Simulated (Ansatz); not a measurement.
## Two runs on Co

System: Co (4 atoms in the cell).
Method of run 1: Kohn-Sham DFT of a periodic cell, PBEsol with D4, Ansatz PAW, spin-polarised (Ansatz 0.2.0).

The structure derives from a Materials Project entry. Text and figures count atoms from 1; the logs count them from 0 in places.

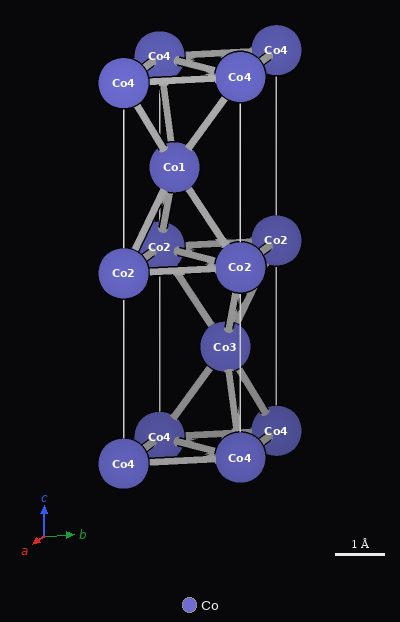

The starting structure (ball-and-stick view of the cell of the calculation, seen slightly off an axis; atoms are numbered from 1 in the order of the input). An atom can appear more than once, as a periodic image.

## Input, run 1
```yaml
crystal:
  lattice:
    - [2.4705617809, 0.0, 0.0]
    - [-1.2352808905, 2.1395692639, 0.0]
    - [0.0, 0.0, 8.0882338]
  atoms:
    - { symbol: Co, position: [0.6666666667, 0.3333333333, 0.75], spin: 2.0 }
    - { symbol: Co, position: [0.0, 0.0, 0.5], spin: 2.0 }
    - { symbol: Co, position: [0.3333333333, 0.6666666667, 0.25], spin: 2.0 }
    - { symbol: Co, position: [0.0, 0.0, 0.0], spin: 2.0 }
hamiltonian:
  xc: pbesol
  pseudopotentials: { kind: paw }
  dispersion: d4
magnetization:
  spin_polarized: true
kpoints:
  mp_grid: { grid: [12, 12, 4] }
scf:
  occupations: { method: fermi_dirac, width: 0.05 }
output:
  forces: true
  stress: true
relax:
  f_tol: 0.01
  max_steps: 40
  cell: { stress_tol: 0.05 }
```

Command:
```bash
ansatz run input.yaml --threads 2 --pin off --max-ram 5632MiB --backend cpu --events-out ev --progress --plain --runs-dir out
```

Hardware: 2 threads of Intel Xeon (Sapphire Rapids), 16 GiB of memory available, shared host.

## Output, shortened to warnings, some set-up lines, iterations and results (run 1)
```
Basis set: ecut = 420 eV, 813 PW (Γ), exchange–correlation on 36×36×120 points (8 copies of the dense FFT grid, shifted against one another)
Symmetry: 24 space group operations
k-points: 57 of 576
Initial density: superposition of atomic densities (chi_scale 0.1, normalization cell)
[...]
SCF iter   1: F=—  HF=-20372.289233 eV  |F-HF|=—  |Δ(HF+E_count)|=         —  Δρ=1.01e-1 (↑5.97e-2 ↓1.01e-1)  dr2=6.19e0  dr2_m=2.11e-1  M=7.209 μB ∫|m|=7.484 μB  β_m=0.30  …
SCF iter   2: F=—  HF=-20370.219828 eV  |F-HF|=—  |Δ(HF+E_count)|=    2.07e0  Δρ=3.72e-2 (↑1.14e-2 ↓3.72e-2)  dr2=4.67e-1  dr2_m=1.53e-1  M=7.151 μB ∫|m|=7.505 μB  β_m=0.35  …
SCF iter   3: F=—  HF=-20371.320173 eV  |F-HF|=—  |Δ(HF+E_count)|=    1.10e0  Δρ=1.63e-2 (↑1.63e-2 ↓9.45e-3)  dr2=2.72e-2  dr2_m=4.62e-2  M=7.029 μB ∫|m|=7.463 μB  β_m=0.55  …
SCF iter   4: F=—  HF=-20372.562452 eV  |F-HF|=—  |Δ(HF+E_count)|=         —  Δρ=1.70e-2 (↑8.67e-3 ↓1.70e-2)  dr2=1.28e-1  dr2_m=1.65e-2  M=6.757 μB ∫|m|=7.243 μB  β_m=0.55  …
SCF iter   5: F=—  HF=-20372.834671 eV  |F-HF|=—  |Δ(HF+E_count)|=   2.72e-1  Δρ=8.42e-3 (↑4.05e-3 ↓8.42e-3)  dr2=1.96e-2  dr2_m=1.17e-2  M=6.682 μB ∫|m|=7.191 μB  β_m=0.72  …
[... 75 lines ...]
SCF iter   6: F=—  HF=-20372.975938 eV  |F-HF|=—  |Δ(HF+E_count)|=  7.09e-10  Δρ=1.06e-6 (↑1.06e-6 ↓7.85e-7)  dr2=7.47e-10  dr2_m=1.03e-11  M=6.385 μB ∫|m|=6.890 μB  β_m=0.65 …
SCF iter   7: F=—  HF=-20372.975938 eV  |F-HF|=—  |Δ(HF+E_count)|=  1.46e-10  Δρ=2.19e-7 (↑2.19e-7 ↓1.56e-7)  dr2=1.39e-11  dr2_m=7.29e-12  M=6.385 μB ∫|m|=6.890 μB  β_m=0.55 …
SCF iter   8: F=-20372.975938 eV  HF=-20372.975938 eV  |F-HF|=3.64e-12  |Δ(HF+E_count)|=  2.91e-11  Δρ=5.20e-8 (↑5.20e-8 ↓4.14e-8)  dr2=1.64e-12  dr2_m=4.90e-14  M=6.385 μB …
SCF 7 converged in 8 iterations: F = -20372.975938 eV  dr2 = 1.64e-12
relax step   7: F+E_penalty+E_count = -20372.97593791 eV  Δ(F+E_penalty+E_count) = +3.636e-5 eV  max|allowed force component| = 1.966e-17 eV/Å  Δτ_max = 0.0000 Å  P = +0.001 …
basis re-selected at this cell: Δ(F+E_penalty+E_count) = +3.636e-5 eV, ΔP = +0.000 GPa vs the last step (what re-selecting the basis moved, of the pressure what is left beyond the Pulay correction that the steps carried, after the strain that the cell walked since its last selection, with what the …
SCF converged after 8 iterations
Magnetization: 6.3845 μB (37.1923 up, 30.8077 down)
Absolute magnetization: 6.8920 μB (∫|ρ↑−ρ↓|, with the PAW one-centre terms)
Spin contamination: 0.0857 ħ² per cell (⟨S²⟩ above its minimum at these occupations)
Per-site moments (μB) at R_I (Å): [(1.6652904536678552, 1.0028321747991178), (1.644383506923247, 1.0028321747991178), (1.6652904536678552, 1.0028321747991178), (1.6443835069232469, 1.0028321747991178)]
Free energy (F): -20372.975938 eV
Harris-Foulkes:  -20372.975938 eV  (|F-HF|=3.64e-12)
Internal energy: -20372.942199 eV  (E = F + TS)
E sigma→0 (E₀):  -20372.959069 eV
Entropy (-TS):   -0.033739 eV (-8.435 meV/atom)
Fermi energy:    19.863792 eV
--- Per-component energies (eV) ---
  E_band       = -899.149418
  E_kinetic    = 1821.759780
  E_local      = -11004.756580  (includes V_loc(G=0)·N_el)
  E_nonlocal   = 1822.034132
  E_hartree    = 4615.753705
  E_xc         = -633.490949
  E_vxc        = -821.373499  (∫ρ·V_xc dr)
  E_paw        = -5930.434814  (= ΣΔE_a)
  E_vpaw       = -1948.320795  (= ΣTr[D̂ρ^β])
  E_aug_tail   = 0.000273  (compensation charges beyond the density's cutoff)
  E_ewald      = -11063.523940
  E_disp       = -1.037483  (pairwise vdW)
  E_core_change = 0.753677  (= ΣΔE_core)
  E_smearing   = -0.033739  (= −TS)
  E_closure    = -0.000000  (closes the sum)
  Σ components = -20372.975938   (vs F -20372.975938, Δ=0.00e0)
--- Forces (eV/Å), atoms counted from 1 ---
  atom   1  Co     0.00000000     0.00000000     0.00000000
  atom   2  Co    -0.00000000    -0.00000000     0.00000000
  atom   3  Co    -0.00000000    -0.00000000     0.00000000
  atom   4  Co    -0.00000000    -0.00000000     0.00000000
  max |Σ_I F_I| component: 4.63e-18 eV/Å
--- Stress (GPa, compression-positive) ---
        0.001108       0.000000       0.000000
        0.000000       0.001108       0.000000
        0.000000       0.000000       0.000309
  P = ⅓ Tr σ = 0.0008 GPa (0.008 kbar)
--- Relaxed structure (5 steps of the walk, 5 accepted, 2 SCFs on fresh bases) ---
[...]
```

For run 2 the input was changed thus:
```diff
-  xc: pbesol
+  xc: pbe
```

Predict how the results change.

The total energies belong to different methods, so their difference says nothing on which is more stable or more accurate. The net moment of the cell goes from 6.38 to 6.59 μB. The volume per atom goes from 10.26 to 10.62 Å³. The functional changes from PBEsol to PBE. The SCF takes 47 iterations over all geometry steps against 71. On the same kind of shared host run 2 took about 0.67 times as long.

## Output, shortened to warnings, some set-up lines, iterations and results (run 2)
```
Basis set: ecut = 420 eV, 813 PW (Γ), exchange–correlation on 36×36×120 points (8 copies of the dense FFT grid, shifted against one another)
Symmetry: 24 space group operations
k-points: 57 of 576
Initial density: superposition of atomic densities (chi_scale 0.1, normalization cell)
[...]
SCF iter   1: F=—  HF=-20505.035799 eV  |F-HF|=—  |Δ(HF+E_count)|=         —  Δρ=9.23e-2 (↑4.83e-2 ↓9.23e-2)  dr2=4.79e0  dr2_m=2.38e-1  M=7.219 μB ∫|m|=7.514 μB  β_m=0.30  …
SCF iter   2: F=—  HF=-20503.573457 eV  |F-HF|=—  |Δ(HF+E_count)|=    1.46e0  Δρ=3.46e-2 (↑1.22e-2 ↓3.46e-2)  dr2=3.44e-1  dr2_m=1.61e-1  M=7.149 μB ∫|m|=7.531 μB  β_m=0.35  …
SCF iter   3: F=—  HF=-20504.758079 eV  |F-HF|=—  |Δ(HF+E_count)|=    1.18e0  Δρ=1.70e-2 (↑1.70e-2 ↓9.37e-3)  dr2=3.05e-2  dr2_m=4.89e-2  M=7.026 μB ∫|m|=7.498 μB  β_m=0.56  …
SCF iter   4: F=—  HF=-20505.978078 eV  |F-HF|=—  |Δ(HF+E_count)|=         —  Δρ=1.66e-2 (↑9.68e-3 ↓1.66e-2)  dr2=1.39e-1  dr2_m=1.35e-2  M=6.766 μB ∫|m|=7.301 μB  β_m=0.56  …
SCF iter   5: F=—  HF=-20506.244962 eV  |F-HF|=—  |Δ(HF+E_count)|=   2.67e-1  Δρ=7.42e-3 (↑4.14e-3 ↓7.42e-3)  dr2=1.57e-2  dr2_m=9.89e-3  M=6.691 μB ∫|m|=7.254 μB  β_m=0.69  …
[... 47 lines ...]
SCF iter   8: F=—  HF=-20506.325617 eV  |F-HF|=—  |Δ(HF+E_count)|=  2.55e-11  Δρ=1.68e-7 (↑1.68e-7 ↓1.39e-7)  dr2=2.00e-11  dr2_m=3.18e-13  M=6.587 μB ∫|m|=7.179 μB  β_m=0.79 …
SCF iter   9: F=—  HF=-20506.325617 eV  |F-HF|=—  |Δ(HF+E_count)|=  1.09e-11  Δρ=5.96e-8 (↑4.15e-8 ↓5.96e-8)  dr2=2.38e-12  dr2_m=1.99e-13  M=6.587 μB ∫|m|=7.179 μB  β_m=0.77 …
SCF iter  10: F=-20506.325617 eV  HF=-20506.325617 eV  |F-HF|=7.28e-12  |Δ(HF+E_count)|=  3.64e-12  Δρ=1.26e-7 (↑1.39e-8 ↓1.26e-7)  dr2=8.28e-12  dr2_m=1.23e-12  M=6.587 μB …
SCF 5 converged in 10 iterations: F = -20506.325617 eV  dr2 = 8.28e-12
relax step   5: F+E_penalty+E_count = -20506.32561696 eV  Δ(F+E_penalty+E_count) = +2.795e-4 eV  max|allowed force component| = 1.272e-17 eV/Å  Δτ_max = 0.0000 Å  P = -0.000 …
basis re-selected at this cell: Δ(F+E_penalty+E_count) = +2.795e-4 eV, ΔP = -0.006 GPa vs the last step (what re-selecting the basis moved, of the pressure what is left beyond the Pulay correction that the steps carried, after the strain that the cell walked since its last selection, with what the …
SCF converged after 10 iterations
Magnetization: 6.5868 μB (37.2934 up, 30.7066 down)
Absolute magnetization: 7.1808 μB (∫|ρ↑−ρ↓|, with the PAW one-centre terms)
Spin contamination: 0.1037 ħ² per cell (⟨S²⟩ above its minimum at these occupations)
Per-site moments (μB) at R_I (Å): [(1.7254597502088247, 1.0144710392142133), (1.7048455833251914, 1.0144710392142138), (1.725459750208824, 1.0144710392142138), (1.704845583325193, 1.0144710392142133)]
Free energy (F): -20506.325617 eV
Harris-Foulkes:  -20506.325617 eV  (|F-HF|=7.28e-12)
Internal energy: -20506.293965 eV  (E = F + TS)
E sigma→0 (E₀):  -20506.309791 eV
Entropy (-TS):   -0.031652 eV (-7.913 meV/atom)
Fermi energy:    19.239367 eV
--- Per-component energies (eV) ---
  E_band       = -945.302428
  E_kinetic    = 1817.138449
  E_local      = -11206.652505  (includes V_loc(G=0)·N_el)
  E_nonlocal   = 1816.135235
  E_hartree    = 4702.281346
  E_xc         = -637.088878
  E_vxc        = -822.201941  (∫ρ·V_xc dr)
  E_paw        = -6060.710975  (= ΣΔE_a)
  E_vpaw       = -1954.284669  (= ΣTr[D̂ρ^β])
  E_aug_tail   = 0.000323  (compensation charges beyond the density's cutoff)
  E_ewald      = -10935.650087
  E_disp       = -1.746874  (pairwise vdW)
  E_smearing   = -0.031652  (= −TS)
  E_closure    = -0.000000  (closes the sum)
  Σ components = -20506.325617   (vs F -20506.325617, Δ=0.00e0)
--- Forces (eV/Å), atoms counted from 1 ---
  atom   1  Co     0.00000000    -0.00000000     0.00000000
  atom   2  Co     0.00000000     0.00000000     0.00000000
  atom   3  Co    -0.00000000     0.00000000     0.00000000
  atom   4  Co     0.00000000     0.00000000     0.00000000
  max |Σ_I F_I| component: 4.63e-18 eV/Å
--- Stress (GPa, compression-positive) ---
        0.008844      -0.000000      -0.000000
       -0.000000       0.008844       0.000000
[...]
```

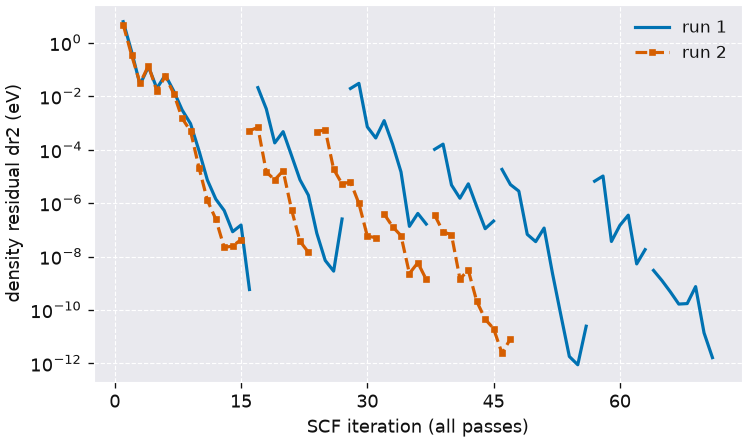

Convergence of the two runs: density residual dr2 against the SCF iteration. A break in a curve parts two SCF passes. Run 1 takes 71 iterations in all, and run 2 takes 47.

## The two runs side by side

```csv
quantity,run 1,run 2
outcome,converged,converged
free energy per atom (eV),−5093.2440,−5126.5814
"energy per atom, smearing taken to zero (eV)",−5093.2398,−5126.5774
net moment of the cell (μB),6.38,6.59
absolute moment of the cell (μB),6.89,7.18
pressure (GPa),0.00,0.00
volume per atom (Å³),10.26,10.62
largest force (eV/Å),0.000,0.000
SCF iterations,71,47
irreducible k-points,57,57
wall time (shared host),36 s,24 s
```
